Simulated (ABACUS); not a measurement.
## Run report: Be2C, single-point calculation at one volume of an equation of state (part 2 of 2)

Continued. System: Be2C (Fm-3m, 3 atoms in the cell). Method: Kohn-Sham DFT of a periodic cell, PBE, PseudoDojo NC SR 0.4.1 PBE standard, no spin polarisation (ABACUS 3.10.1); cutoff 1210.91 eV, 11×11×11 k-mesh, fermi-dirac of 0.05 eV. The structure derives from an entry of the Crystallography Open Database. It belongs to a series of runs on one base structure; here: volume scaled by 1.04.

Geometry of the input (Å; fractional positions):
```
0.0000  2.1935  2.1935
2.1935  0.0000  2.1935
2.1935  2.1935  0.0000
C  0.0000  0.0000  0.0000
Be 0.7500  0.7500  0.7500
Be 0.2500  0.2500  0.2500
```

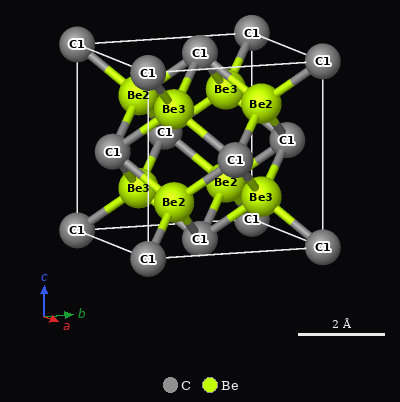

Figure 1. The input geometry (ball-and-stick view of the cell 4 times as large as that of the calculation, set on its symmetry axes, seen slightly off an axis; atoms are numbered from 1 in the order of the input).

## What the program printed, continued
```
 number of pseudo atomic orbitals for Be is 2
WARNING: norm of atomic wavefunction # 2 of atomic type Be is 0.999955, renormalized

 -------------------------------------------
 SELF-CONSISTENT
 -------------------------------------------
                                 init_chg = atomic

 PW ALGORITHM --------------- ION=   1  ELEC=   1--------------------------------

 Density error is 0.249545151444
                          Error Threshold = 0.01
----------------------------------------------------------
     Energy           Rydberg                 eV
----------------------------------------------------------
 E_KohnSham     -67.8397599916       -923.0072868382
 E_Harris       -67.4869327057       -918.2068253403
 E_Fermi        0.7110562426         9.6744164981
----------------------------------------------------------

 PW ALGORITHM --------------- ION=   1  ELEC=   2--------------------------------

 Density error is 0.0582803370663
                          Error Threshold = 0.0020795429287
----------------------------------------------------------
     Energy           Rydberg                 eV
----------------------------------------------------------
 E_KohnSham     -67.9068392629       -923.9199471455
 E_Harris       -68.0198851888       -925.4580158735
 E_Fermi        0.7789411134         10.5980375485
----------------------------------------------------------

 PW ALGORITHM --------------- ION=   1  ELEC=   3--------------------------------

 Density error is 0.00116076307191
                          Error Threshold = 0.000485669475553
----------------------------------------------------------
     Energy           Rydberg                 eV
----------------------------------------------------------
 E_KohnSham     -67.9178061033       -924.0691586635
 E_Harris       -67.8703552182       -923.4235562515
 E_Fermi        0.7496055303         10.1989064642
----------------------------------------------------------

 PW ALGORITHM --------------- ION=   1  ELEC=   4--------------------------------

 Density error is 1.69474692537e-05
                          Error Threshold = 9.67302559921e-06
----------------------------------------------------------
     Energy           Rydberg                 eV
----------------------------------------------------------
 E_KohnSham     -67.9178737684       -924.0700792954
 E_Harris       -67.9149456332       -924.0302399713
 E_Fermi        0.7524047718         10.2369920991
----------------------------------------------------------

 PW ALGORITHM --------------- ION=   1  ELEC=   5--------------------------------

 Density error is 2.50578231288e-07
                          Error Threshold = 1.41228910447e-07
----------------------------------------------------------
     Energy           Rydberg                 eV
----------------------------------------------------------
 E_KohnSham     -67.9178793248       -924.0701548937
 E_Harris       -67.9185367194       -924.0790992064
 E_Fermi        0.7531812017         10.2475559699
----------------------------------------------------------

 PW ALGORITHM --------------- ION=   1  ELEC=   6--------------------------------

 Density error is 5.64953282937e-09
                          Error Threshold = 2.0881519274e-09
----------------------------------------------------------
     Energy           Rydberg                 eV
----------------------------------------------------------
 E_KohnSham     -67.9178794213       -924.0701562061
 E_KS(sigma->0) -67.9178794200       -924.0701561888
 E_Harris       -67.9177366399       -924.0682135657
 E_band         -24.5047669816       -333.4044591114
 E_one_elec     -26.5590095324       -361.3538628764
 E_Hartree      9.7487824592         132.6389900071
 E_xc           -14.1641453436       -192.7130839736
 E_Ewald        -36.9435070019       -502.6421993285
 E_entropy(-TS) -0.0000000025        -0.0000000346
 E_descf        0.0000000000         0.0000000000
 E_exx          0.0000000000         0.0000000000
 E_Fermi        0.7531482218         10.2471072556
----------------------------------------------------------

 charge density convergence is achieved
 final etot is -924.07015621 eV
 EFERMI = 10.247107256 eV

 STATE ENERGY(eV) AND OCCUPATIONS    NSPIN == 1
 1/14 kpoint (Cartesian) = 0.0000 0.0000 0.0000 (1989 pws)
       1       -90.0696     0.00150263
       2       -90.0389     0.00150263
       3       -5.10497     0.00150263
       4        9.63531     0.00150262
       5        9.63531     0.00150262
       6        9.63531     0.00150262
       7        13.7298    8.43686e-34
       8        13.7298    8.43686e-34
       9        13.7298    8.43686e-34
      10        15.9587    3.68476e-53

 2/14 kpoint (Cartesian) = 0.020722 0.020722 0.020722 (2031 pws)
       1       -90.0690      0.0120210
       2       -90.0395      0.0120210
       3       -4.97636      0.0120210
       4        8.53661      0.0120210
       5        9.38973      0.0120210
       6        9.38973      0.0120210
       7        14.0898    5.04577e-36
       8        14.0898    5.04577e-36
       9        14.3959    1.10659e-38
      10        16.3043    2.93648e-55

 3/14 kpoint (Cartesian) = 0.041445 0.041445 0.041445 (2013 pws)
       1       -90.0671      0.0120210
       2       -90.0412      0.0120210
       3       -4.59487      0.0120210
       4        6.50282      0.0120210
       5        8.88539      0.0120210
       6        8.88539      0.0120210
       7        14.7670    6.62236e-42
       8        14.7670    6.62236e-42
       9        15.1444    3.49132e-45
      10        17.2525    1.70537e-63

 4/14 kpoint (Cartesian) = 0.062167 0.062167 0.062167 (2012 pws)
       1       -90.0642      0.0120210
       2       -90.0440      0.0120210
       3       -3.97910      0.0120210
       4        4.43073      0.0120210
       5        8.40573      0.0120210
       6        8.40573      0.0120210
       7        15.0572    1.99407e-44
       8        15.0572    1.99407e-44
       9        15.6371    1.83341e-49
      10        18.1943    1.12668e-71

 5/14 kpoint (Cartesian) = 0.082890 0.082890 0.082890 (2024 pws)
       1       -90.0604      0.0120210
       2       -90.0476      0.0120210
       3       -3.19146      0.0120210
       4        2.61029      0.0120210
       5        8.06456      0.0120210
       6        8.06456      0.0120210
       7        14.8626    9.77239e-43
       8        14.8626    9.77239e-43
       9        16.0136    9.84257e-53
      10        18.8345    3.09499e-77

 6/14 kpoint (Cartesian) = 0.10361 0.10361 0.10361 (2024 pws)
       1       -90.0562      0.0120210
       2       -90.0518      0.0120210
       3       -2.47168      0.0120210
       4        1.35988      0.0120210
       5        7.89201      0.0120210
       6        7.89201      0.0120210
       7        14.6368    8.94019e-41
       8        14.6368    8.94019e-41
       9        16.2325    1.23401e-54
      10        19.1661    4.08217e-80

[... levels at 8 further k points ...]

------------------------------------------------------------------------------------------
 TOTAL-FORCE (eV/Angstrom)
------------------------------------------------------------------------------------------
                        C1         0.0000000000         0.0000000000         0.0000000000
                       Be1         0.0000000000         0.0000000000         0.0000000000
                       Be2         0.0000000000         0.0000000000         0.0000000000
------------------------------------------------------------------------------------------

----------------------------------------------------------------
 TOTAL-STRESS (KBAR)
----------------------------------------------------------------
       -68.6074983218         0.0000000000        -0.0000000000
         0.0000000000       -68.6074983218        -0.0000000000
         0.0000000000        -0.0000000000       -68.6074983218
----------------------------------------------------------------
 TOTAL-PRESSURE: -68.607498 KBAR

 --------------------------------------------
 !FINAL_ETOT_IS -924.0701562060796732 eV
 --------------------------------------------
```

## Standard output
```
ABACUS v3.10.1

               Atomic-orbital Based Ab-initio Computation at UStc

%%%%%%%%%%%%%%%%%%%%%%%%%%%%%%%%%%%%%%%%%%%%%%%%%%%%%%%%%%%%%%%%%%%%%%%%%%%%%%%%%%%%%%%%%%%%%%%%%%%%%%%%%
 Warning: the number of valence electrons in pseudopotential > 2 for Be: [He] 2s2
 Pseudopotentials with additional electrons can yield (more) accurate outcomes, but may be less efficient.
 If you're confident that your chosen pseudopotential is appropriate, you can safely ignore this warning.
%%%%%%%%%%%%%%%%%%%%%%%%%%%%%%%%%%%%%%%%%%%%%%%%%%%%%%%%%%%%%%%%%%%%%%%%%%%%%%%%%%%%%%%%%%%%%%%%%%%%%%%%%

 UNIFORM GRID DIM        : 36 * 36 * 36
 UNIFORM GRID DIM(BIG)   : 36 * 36 * 36
 ---------------------------------------------------------
 Self-consistent calculations for electrons
 ---------------------------------------------------------
 SPIN    KPOINTS         PROCESSORS  THREADS
 1       56              4           4
 ---------------------------------------------------------
 Use plane wave basis
 ---------------------------------------------------------
 ELEMENT NATOM       XC
 C       1
 Be      2
 ---------------------------------------------------------
 Initial plane wave basis and FFT box
 ---------------------------------------------------------
 -------------------------------------------
 SELF-CONSISTENT :
 -------------------------------------------
 START CHARGE      : atomic
 ITER       ETOT/eV          EDIFF/eV         DRHO     TIME/s
 DA1     -9.23007287e+02   0.00000000e+00   2.4955e-01   0.66
 DA2     -9.23919947e+02  -9.12660307e-01   5.8280e-02   0.39
 DA3     -9.24069159e+02  -1.49211518e-01   1.1608e-03   0.35
 DA4     -9.24070079e+02  -9.20631892e-04   1.6947e-05   0.37
 DA5     -9.24070155e+02  -7.55983832e-05   2.5058e-07   0.42
 DA6     -9.24070156e+02  -1.31233214e-06   5.6495e-09   0.43
----------------------------------------------------------------
 TOTAL-STRESS (KBAR)
----------------------------------------------------------------
       -68.6074983218         0.0000000000        -0.0000000000
         0.0000000000       -68.6074983218        -0.0000000000
         0.0000000000        -0.0000000000       -68.6074983218
----------------------------------------------------------------
 TOTAL-PRESSURE: -68.607498 KBAR
```

## Key numbers

- outcome: converged
- space group (tolerance 0.01 Å): Fm-3m (225)
- electrons treated: 12
- free energy: −924.0702 eV
- Fermi energy: 10.247 eV
- gap on the k-point mesh: 1.25 eV
- pressure: −6.86 GPa
- largest force (length of the vector): under 0.001 eV/Å
- wall time: 3.4 s (CPU time 12 s)
- peak memory: 0.28 GiB

## Remarks

The cell is under a tension of 6.9 GPa at this level, so it is not at its equilibrium volume.
